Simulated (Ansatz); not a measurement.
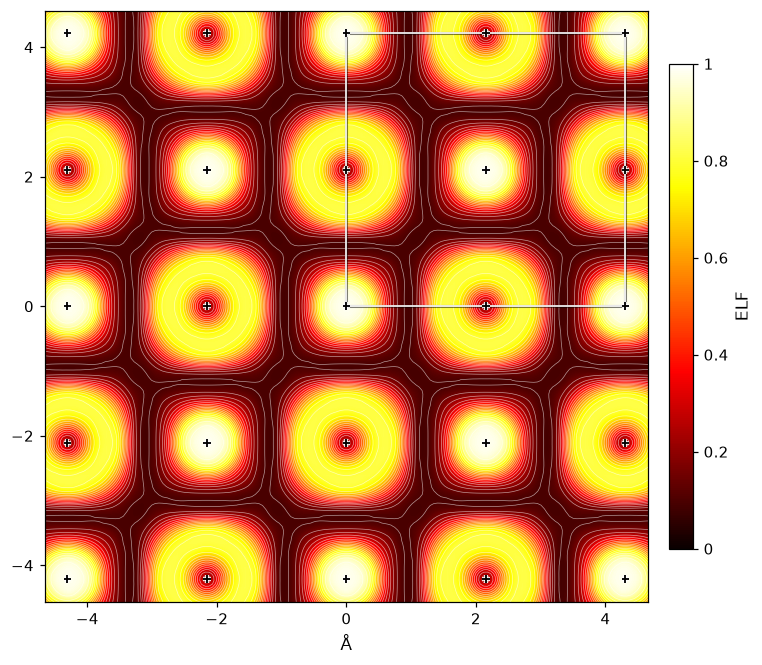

The ELF on a plane through atoms (crosses mark nuclei in the plane).

The calculation used Ansatz, DFT, LDA, PAW with Ansatz's default frozen-core files, scalar-relativistic.

Candidates:
A. LiH, a = 2.86 Å, b = 2.86 Å, c = 7.11 Å, α = 90.00°, β = 90.00°, γ = 120.00°. Space group R-3m; changed on purpose from its base cell (equal xy, yz and zx shear strains of +1 %, PAW files); computed pressure about −4 GPa in this cell.
B. Ti, a = 2.91 Å, b = 2.91 Å, c = 6.82 Å, α = 90.00°, β = 90.00°, γ = 120.00°. Space group R-3m; changed on purpose from its base cell (equal xy, yz and zx shear strains of -3 %, PAW files); computed pressure about −5 GPa in this cell; computed without spin polarisation.
C. CoO, a = 2.94 Å, b = 3.03 Å, c = 4.31 Å, α = 90.00°, β = 90.00°, γ = 90.11°. Space group Immm; changed on purpose from its base cell (equal xy, yz and zx shear strains of -2 %, PAW files); computed pressure about −18 GPa in this cell; spin-polarised.

Q: Which candidate gave the map?

A: Candidate C: CoO on the (11̄0) plane of the conventional cell, which holds Co and O. Co–O (2.11 Å): the ELF peaks at about 0.80 in the valence shell of O, 0.6 Å from its nucleus, and is about 0.15 at the midpoint: no shared electron pair shows on this line. Co–O (2.15 Å): the ELF peaks at about 0.80 in the valence shell of O, 0.6 Å from its nucleus, and is about 0.15 at the midpoint; no localised pair shows between them.
